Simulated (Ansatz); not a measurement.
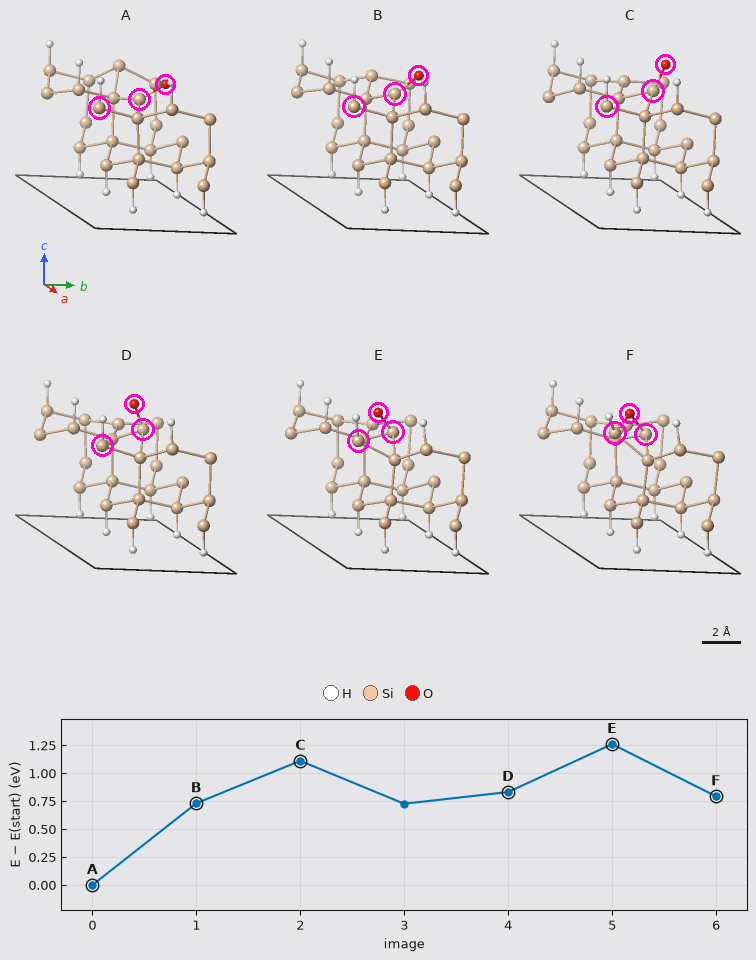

NEB run on O on Si(111), partly H-covered, underside capped with H (35 atoms in the cell). Images are numbered from 0 (start) to 6 (end). Frames A to F are images 0, 1, 2, 4, 5, 6. The picture is a ball-and-stick view of the simulation cell, with the vacuum cut short (origin moved), seen slightly off an axis. The atoms that move most are ringed. Bonds to atoms that aren't drawn are left out.

These are results of DFT PBEsol, scalar-relativistic, plane waves, PAW in Ansatz 0.2.0, not measurements. Run with plane-wave cutoff 420 eV; k-point mesh 2 × 2 × 1; Gaussian smearing 0.02 eV; spin collinear; 12 atoms held fixed; 5 movable images; climbing image; force threshold 0.03 eV/Å; iteration limit 11; spring constant 1.0 eV/Å²; starting path by image-dependent pair potential.

> Describe the mechanism and the energy profile.

The energy climbs by 1.26 eV to image 5 and then falls by 0.47 eV, so the end point sits at +0.79 eV. The profile has 2 maxima (images 2, 5) with a dip at image 3 (+0.73 eV), so the process runs in steps. The path has more than one stage, and so few images may leave a stage unresolved. The O atom travels furthest, 2.54 Å from end to end, on a path that bends up to 1.04 Å away from the straight line. It doesn't move alone: Si (1.29 Å) moves with it. Breaking: Si–Si (2.33 → 3.05 Å), O–Si (1.71 → 3.87 Å). Forming: O–Si (4.93 → 1.74 Å). The band converged in 11 iterations. The largest component of the band force went from 4.7 to 0.015 eV/Å. The climbing image converged on the top of the path. Its curvatures weren't checked.

Limits of the set-up: the periodic images lie only 7.7 Å apart, so the values are limited by the cell's size.

Cost: 13 min on 4 threads of Arm Neoverse V2, with other jobs on the host, peak memory 6.7 GiB.

PAW datasets: the set soft_1.
